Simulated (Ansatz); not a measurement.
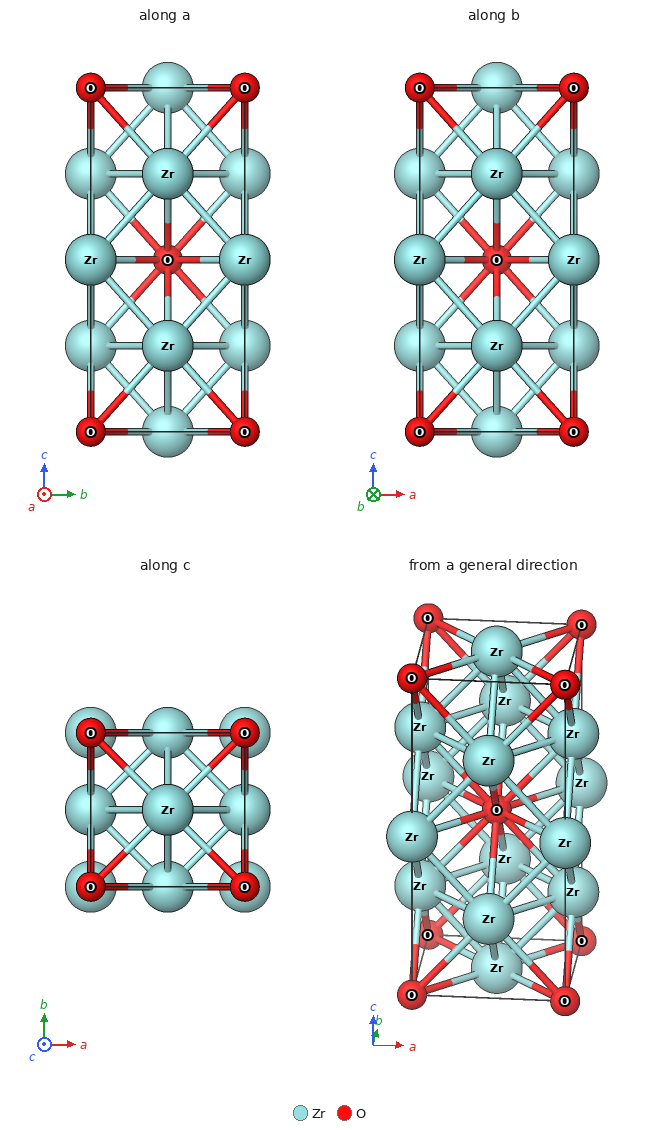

A ball-and-stick rendering, viewed along the a axis, along the b axis, along the c axis and from a general direction. One conventional unit cell is framed, with atoms on its boundary repeated.

Read off the composition.

Zr3O. The cell holds 6 Zr, 2 O, counting shared atoms by their share.

To which lattice type does it belong?

Body-centred tetragonal.

Is the bonded network molecular, chain-like, layered or three-dimensional?

The bonds build a three-dimensional framework.

Origin of the cell: a textbook structure type filled with these elements (whether it is the usual form wasn't checked). Earlier steps of the study, as a rule a relaxation of our own, may have changed the cell and positions, so they can lie some per cent off the listed ones. It was set up as input for a calculation with Ansatz.
